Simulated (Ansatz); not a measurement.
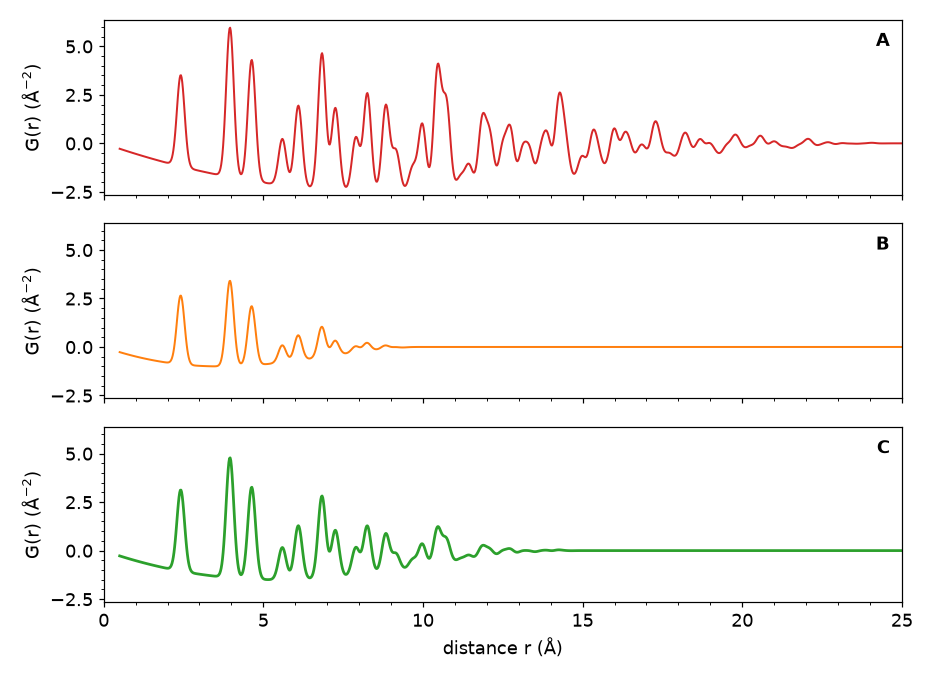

Simulated X-ray pair distribution function, G(r) = R(r)/r − 4πρ₀r, summed over the atomic distances of the structure with each pair weighted by the product of the atomic numbers (X-ray weights at Q = 0); every distance is a Gaussian of σ = 0.12 Å, for spherical particles of Ir with the bulk structure: the bulk G(r) is multiplied by the envelope of a sphere of diameter D, 1 − 3r/2D + r³/2D³, with no surface relaxation. The number density is 0.0458 atoms per Å³. It is based on the geometry relaxed with DFT, revPBE, plane waves (420 eV) with PAW, scalar-relativistic (Ansatz); the starting structure was generated, so it need not be a known form of this composition.

**The diameters are 10, 15 and 25 Å. Which curve belongs to which?**

curve A: 25 Å; curve B: 10 Å; curve C: 15 Å. The smaller the particle, the sooner the oscillations die out.
